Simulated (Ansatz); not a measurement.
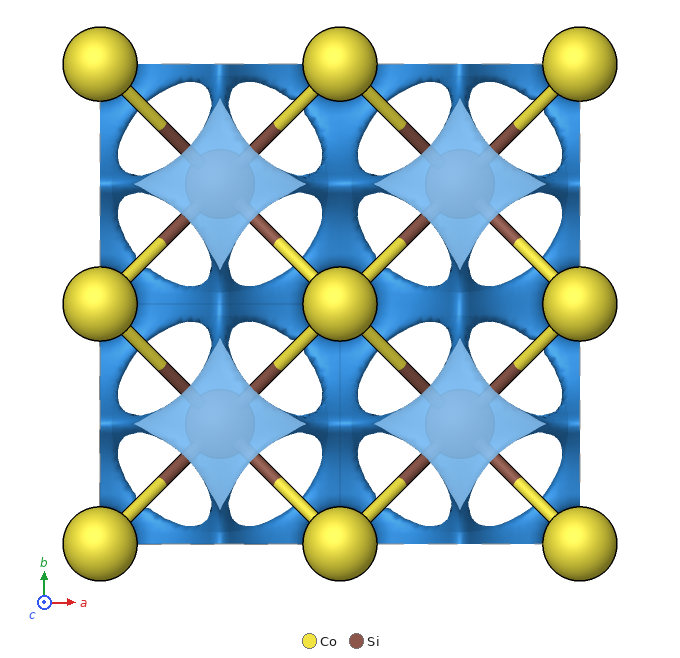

The blue surface encloses the points that the centre of a probe sphere of radius 0.15 Å can occupy in CoSi (Pm-3m), computed on a grid of about 0.12 Å (2×2×2 cells shown, view along the c axis; pale faces close the region where the box cuts it).

Hard-sphere model; covalent radii (Cordero): Co 1.26 Å, Si 1.11 Å.

Origin of the cell: the input geometry of an electronic-structure calculation (not necessarily at equilibrium).

Space group Pm-3m (No. 221). a = 2.781 Å, b = 2.781 Å, c = 2.781 Å, α = 90.00°, β = 90.00°, γ = 90.00°
| atom | site | symmetry | x | y | z |
| --- | --- | --- | --- | --- | --- |
| Co | 1a | m-3m | 0.0000 | 0.0000 | 0.0000 |
| Si | 1b | m-3m | 0.5000 | 0.5000 | 0.5000 |

**Is the space open to the probe made of pockets or channels?**

Where they connect, they form a three-dimensional network.

**What share of the cell can the probe's centre reach?**

About 12 % of the volume (2.5 Å³ of 21.5 Å³).

**Give the largest included and the largest free sphere.**

The largest sphere that fits anywhere has a diameter of 0.75 Å; the largest that can travel through the crystal, about 0.5 Å.

**How does the connectivity change as the probe shrinks?**

Below a radius of about 0.26 Å the space forms a three-dimensional network. These are grid estimates, good to about 0.05 Å.
